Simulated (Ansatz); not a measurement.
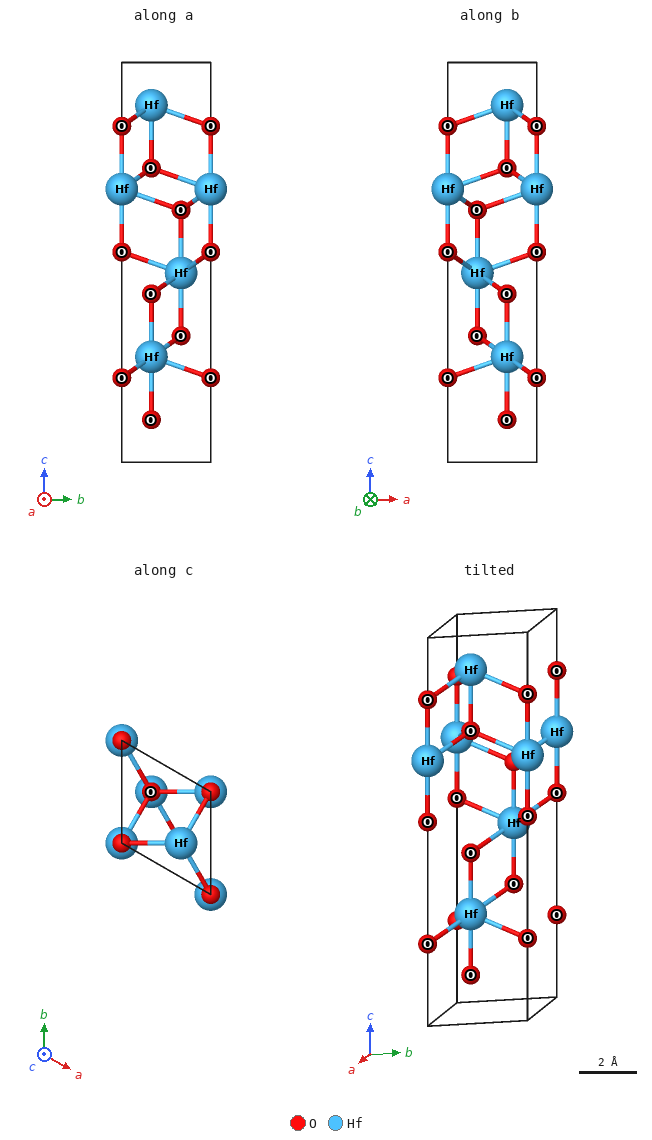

Shown here is a ball-and-stick view of the crystal, taken along the a axis, along the b axis, along the c axis and slightly off an axis. The conventional unit cell is drawn as a box.

Lattice parameters: a = 3.605 Å, b = 3.605 Å, c = 14.037 Å, α = 90.00°, β = 90.00°, γ = 120.00°.

> Record the structure as a table of Wyckoff sites, with free fractional coordinates to two decimals.

Space group P3m1 (No. 156).
| atom | site | x | y | z |
| --- | --- | --- | --- | --- |
| O | 1c | 0.6667 | 0.3333 | 0.11 |
| O | 1a | 0.00 | 0.00 | 0.21 |
| Hf | 1c | 0.6667 | 0.3333 | 0.26 |
| O | 1b | 0.3333 | 0.6667 | 0.32 |
| O | 1c | 0.6667 | 0.3333 | 0.42 |
| Hf | 1b | 0.3333 | 0.6667 | 0.47 |
| O | 1a | 0.00 | 0.00 | 0.53 |
| O | 1b | 0.3333 | 0.6667 | 0.63 |
| Hf | 1a | 0.00 | 0.00 | 0.68 |
| O | 1c | 0.6667 | 0.3333 | 0.74 |
| O | 1a | 0.00 | 0.00 | 0.84 |
| Hf | 1c | 0.6667 | 0.3333 | 0.89 |

The starting point was a structure type filled with these elements by a generator (whether the compound takes this form wasn't checked); a slab was cut from it. Earlier steps of the study, as a rule a relaxation of our own, may have changed the cell and positions, so they can lie some per cent off the listed ones. It went into a calculation with Ansatz.

At this level of theory the run's own cell isn't at rest (forces up to 6.4 eV/Å), so its distances can differ from those at equilibrium, the more so the softer the solid.
